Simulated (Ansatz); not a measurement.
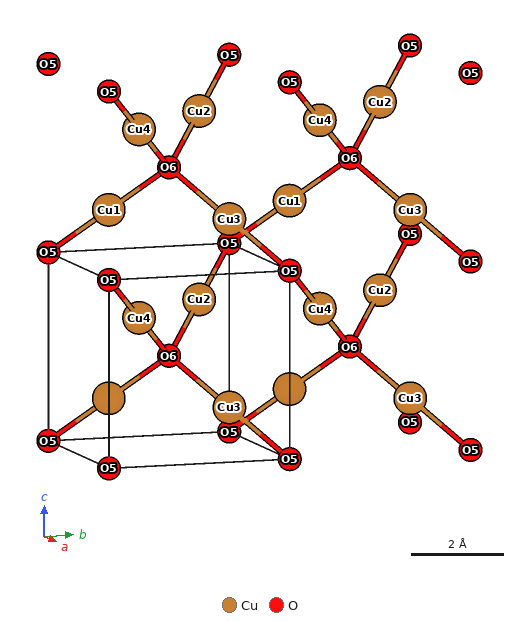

The structure (ball-and-stick view of the cell of the calculation, repeated 1 × 2 × 2, seen slightly off an axis; atoms are numbered from 1 in the order of the input). Near neighbours in the crystal (not all of them lie inside the picture): Cu has 2 O at 1.81 Å; O has 4 Cu at 1.81 Å.

## Single-point calculation of Cu2O

- system: Cu2O (Pn-3m, 6 atoms in the cell)
- method: DFT, PBE, plane waves, PAW, no spin polarisation (Ansatz 0.2.0)

The structure derives from an entry of the Crystallography Open Database. Some settings of this run were made unusual or wrong on purpose. Figures and captions count atoms from 1; the log counts them from 0 in places.

### Input
```yaml
crystal:
  lattice:
    - [4.1748895269, 0.0, 0.0]
    - [0.0, 4.1748895269, 0.0]
    - [0.0, 0.0, 4.1748895269]
  atoms:
    - { symbol: Cu, position: [0.25, 0.25, 0.25] }
    - { symbol: Cu, position: [0.25, 0.75, 0.75] }
    - { symbol: Cu, position: [0.75, 0.75, 0.25] }
    - { symbol: Cu, position: [0.75, 0.25, 0.75] }
    - { symbol: O, position: [0.0, 0.0, 0.0] }
    - { symbol: O, position: [0.5, 0.5, 0.5] }
basis:
  ecutwfc: 420
kpoints:
  mp_grid: { grid: [8, 8, 8] }
hamiltonian:
  xc: pbe
scf:
  occupations: { method: fixed }
  max_iter: 80
output:
  forces: true
  eigenvalues: true
  stress: true
```

Run on 1 thread of Arm Neoverse N1, 24 GiB of memory available, shared host.

Launched with:
```bash
ansatz run input.yaml --threads 1 --pin off --max-ram 2560MiB --backend cpu --events-out ev --progress --plain --runs-dir out
```

### The program's output
```
Engine: ansatz 0.2.0, aarch64-unknown-linux-gnu
Pseudopotentials: kind: paw
Pseudopotential: Cu, paw, valence charge 19, recommended cutoff 420 eV (normal), Cu.paw.azcp
Pseudopotential: O, paw, valence charge 6, recommended cutoff 420 eV (normal), O.paw.azcp
Functional definition: PBE
  parameter kappa = 0.804
  parameter beta = 0.06672455060314922
  exchange = pbe_x(kappa = kappa, mu = beta*pi^2/3)
  correlation = pbe_c(beta = beta)
Crystal: 6 atoms, lattice volume = 72.767 Å³
Basis set: ecut = 420 eV, 1365 PW (Γ), exchange–correlation on 60×60×60 points (8 copies of the dense FFT grid, shifted against one another)
Bands: 53, of which v1, the nominal top of the filled ones, is band 44 counted from 1 (43 counted from 0)
Symmetry: 48 space group operations
Space group: Pn-3m (ITA 224), of the structure as read, at distance tolerance 4.2e-5 Å
k-points: 35 of 512
Non-local potential: Cu, projectors of the file, l = 0: 3, l = 1: 2, l = 2: 3, l = 3: 1
Non-local potential: O, projectors of the file, l = 0: 2, l = 1: 2, l = 2: 1
PAW form: soft (Blöchl's): semilocal exchange-correlation on the pseudo side does not see the compensation charge
PAW one-centre angular grid: Cu, 590 points (default); XC on 64 Gauss nodes
PAW one-centre angular grid: O, 110 points (default); XC on 64 Gauss nodes
Initial density: superposition of atomic densities (neutral atoms: chi_scale 0, normalization atom), corrected by the library's trained network
Initial wavefunctions: pseudopotential atomic-orbital guess
Functional: x = pbe(κ = 0.804, μ = 0.2195149727645171), c = pbe(β = 0.06672455060314922)
SCF iter   1: F=—  HF=-27632.762077 eV  |F-HF|=—  |Δ(HF+E_count)|=         —  Δρ=1.64e-3  dr2=1.42e-3  ethr=1.77e-3  ⟨swp⟩=4.8  Hψ=5995  notcnv=0  defer=226
preconditioner: auto → Resta (q_TF=auto, 2.816 Å⁻¹)  ε∞=10.7  [insulator: Δε(μ)=0.680 eV  Ē_g=10.453 eV  n_scr=26 (ndim 8)  ℏωp=32.6 eV  f_vac=0.015  ε∞_Penn≈10.7]
SCF iter   2: F=—  HF=-27632.762515 eV  |F-HF|=—  |Δ(HF+E_count)|=   4.38e-4  Δρ=7.28e-4  dr2=3.05e-4  ethr=1.61e-6  ⟨swp⟩=3.1  Hψ=3550  notcnv=0  defer=238
SCF iter   3: F=—  HF=-27632.762771 eV  |F-HF|=—  |Δ(HF+E_count)|=   2.56e-4  Δρ=9.93e-4  dr2=4.30e-4  ethr=3.47e-7  ⟨swp⟩=2.0  Hψ=3255  notcnv=0  defer=203
automatic band count: iteration 3 solves 52 bands in place of 53: the levels show a gap, and the empty bands left out lie too high to hold charge; the band table lists the bands solved (type scf.n_extra_bands for more)
SCF iter   4: F=—  HF=-27632.762705 eV  |F-HF|=—  |Δ(HF+E_count)|=   6.64e-5  Δρ=2.10e-4  dr2=2.66e-5  ethr=3.47e-7  ⟨swp⟩=2.0  Hψ=2515  notcnv=0  defer=189
SCF iter   5: F=—  HF=-27632.762567 eV  |F-HF|=—  |Δ(HF+E_count)|=   1.38e-4  Δρ=1.14e-4  dr2=6.31e-6  ethr=3.02e-8  ⟨swp⟩=2.7  Hψ=2674  notcnv=0  defer=72
SCF iter   6: F=—  HF=-27632.762568 eV  |F-HF|=—  |Δ(HF+E_count)|=   7.36e-7  Δρ=3.41e-5  dr2=5.29e-7  ethr=7.17e-9  ⟨swp⟩=2.1  Hψ=2605  notcnv=0  defer=72
SCF iter   7: F=-27632.762568 eV  HF=-27632.762568 eV  |F-HF|=3.35e-8  |Δ(HF+E_count)|=   3.59e-8  Δρ=9.57e-6  dr2=3.47e-8  ethr=1.14e-10  ⟨swp⟩=7.9  Hψ=8105  notcnv=0
SCF 1 converged in 7 iterations: F = -27632.762568 eV  dr2 = 3.47e-8
  greatest PAW one-centre occupation: 1.000 electrons in one spin orbital (limit 2), on the Cu atom at site 3 (counted from 0), in its partial waves of l = 0
```

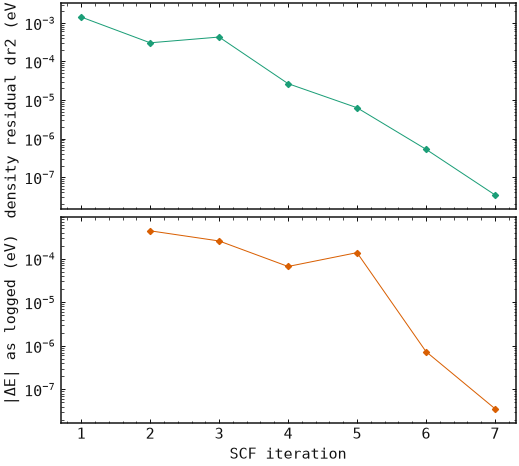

Convergence of the self-consistent field: density residual dr2 and size of the energy change against the SCF iteration. The residual falls almost steadily, with no more than small rises.

```
SCF converged after 7 iterations
Free energy (F): -27632.762568 eV
Harris-Foulkes:  -27632.762568 eV  (|F-HF|=3.35e-8)
Internal energy: -27632.762568 eV  (E = F + TS)
E sigma→0 (E₀):  -27632.762568 eV
Fermi energy:    12.090595 eV
--- Per-component energies (eV) ---
  E_band       = -1756.504982
  E_kinetic    = 1549.377955
  E_local      = -19313.886000  (includes V_loc(G=0)·N_el)
  E_nonlocal   = 1673.265186
  E_hartree    = 8437.512723
  E_xc         = -500.990336
  E_vxc        = -644.240667  (∫ρ·V_xc dr)
  E_paw        = -6978.052002  (= ΣΔE_a)
  E_vpaw       = -1896.077908  (= ΣTr[D̂ρ^β])
  E_aug_tail   = 0.006287  (compensation charges beyond the density's cutoff)
  E_ewald      = -12499.996381
  E_smearing   = -0.000000  (= −TS)
  E_closure    = 0.000000  (closes the sum)
  Σ components = -27632.762568   (vs F -27632.762568, Δ=0.00e0)
--- Forces (eV/Å), atoms counted from 1 ---
  atom   1  Cu     0.00000000     0.00000000    -0.00000000
  atom   2  Cu     0.00000000    -0.00000000     0.00000000
  atom   3  Cu     0.00000000     0.00000000     0.00000000
  atom   4  Cu     0.00000000    -0.00000000    -0.00000000
  atom   5  O      0.00000000     0.00000000     0.00000000
  atom   6  O      0.00000000    -0.00000000     0.00000000
  max |Σ_I F_I| component: 4.63e-18 eV/Å
--- Stress (GPa, compression-positive) ---
       12.010982       0.000000       0.000000
        0.000000      12.010982       0.000000
        0.000000       0.000000      12.010982
  P = ⅓ Tr σ = 12.0110 GPa (120.110 kbar)
--- Band table (eV; the first three rows and the last of 35) ---
  k-point 0: bands = ["-100.1878", "-100.1856", "-100.1856", "-100.1856", "-57.7659", "-57.7468", "-57.7468", "-57.7468", "-57.5026", "-57.5026", "-57.4925", "-57.4925", "-57.4925", "-57.4881", "-57.4881", "-57.4881", "-8.6422", "-7.7628", "4.2538", "4.2538", "4.2538", "6.7909", "6.8943", "6.8943", "6.8943", "8.7558", "8.7558", "8.8994", "8.8994", "8.8994", "9.8800", "9.8800", "10.0067", "10.0067", "10.0067", "10.1591", "10.1591", "10.1591", "10.3878", "10.3878", "10.3878", "12.0906", "12.0906", "12.0906", "12.7689", "13.0864", "13.0864", "20.3717", "20.3717", "20.3717", "21.5523", "21.5523"]
  k-point 1: bands = ["-100.1877", "-100.1858", "-100.1857", "-100.1857", "-57.7652", "-57.7475", "-57.7468", "-57.7468", "-57.5023", "-57.5021", "-57.4929", "-57.4924", "-57.4924", "-57.4887", "-57.4882", "-57.4882", "-8.6088", "-7.7960", "4.2981", "4.3165", "4.3165", "6.4149", "6.7213", "6.7213", "7.1747", "8.7857", "8.8649", "8.9017", "9.0315", "9.0315", "9.8716", "9.8923", "9.9697", "10.0369", "10.0369", "10.1083", "10.1894", "10.1894", "10.2808", "10.3704", "10.3704", "11.3892", "12.0480", "12.0480", "12.9066", "13.3652", "13.8419", "20.0093", "20.2852", "20.2852", "20.6711", "21.1757"]
  k-point 2: bands = ["-100.1875", "-100.1860", "-100.1857", "-100.1857", "-57.7631", "-57.7496", "-57.7468", "-57.7468", "-57.5012", "-57.5005", "-57.4940", "-57.4921", "-57.4921", "-57.4903", "-57.4886", "-57.4886", "-8.5135", "-7.8908", "4.4341", "4.4959", "4.4959", "5.9180", "6.3296", "6.3296", "7.4933", "8.8765", "8.8775", "9.0927", "9.2977", "9.2977", "9.8484", "9.8587", "9.8619", "9.9274", "10.0365", "10.0365", "10.1755", "10.2926", "10.2926", "10.3898", "10.3898", "10.5472", "11.9262", "11.9262", "13.2991", "14.0807", "14.6924", "19.1512", "19.7193", "20.0796", "20.0796", "20.5211"]
  k-point 34: bands = ["-100.1864", "-100.1861", "-100.1861", "-100.1861", "-57.7666", "-57.7467", "-57.7467", "-57.7467", "-57.5017", "-57.5017", "-57.5017", "-57.4886", "-57.4886", "-57.4884", "-57.4884", "-57.4884", "-8.4340", "-7.8541", "4.3706", "4.3706", "4.3706", "5.9281", "5.9281", "5.9281", "8.5329", "8.5329", "8.5329", "9.3064", "9.3064", "9.5755", "9.5755", "9.5755", "9.9537", "9.9537", "9.9537", "10.1732", "10.1732", "10.1732", "10.3284", "10.3284", "11.0464", "11.4699", "11.4699", "11.4699", "14.4160", "14.4160", "14.4160", "17.1796", "17.1796", "17.1796", "19.2904", "20.3853"]
```

### What the run reported

- outcome: converged
- space group (tolerance 0.01 Å): Pn-3m (224)
- electrons treated: 88
- free energy: −27632.7626 eV
- Fermi energy: 12.091 eV
- gap on the k-point mesh: 0.68 eV
- pressure: 12.01 GPa
- largest force (length of the vector): under 0.001 eV/Å
- wall time: 13 s
- peak memory: 0.37 GiB

### Diagnosis

This input holds a deliberate fault: fixed occupations whatever the gap (`scf.occupations`). Fixed occupations are valid only where a gap stays open. The run converged all the same; its numbers are those of the faulty input and shouldn't be used.
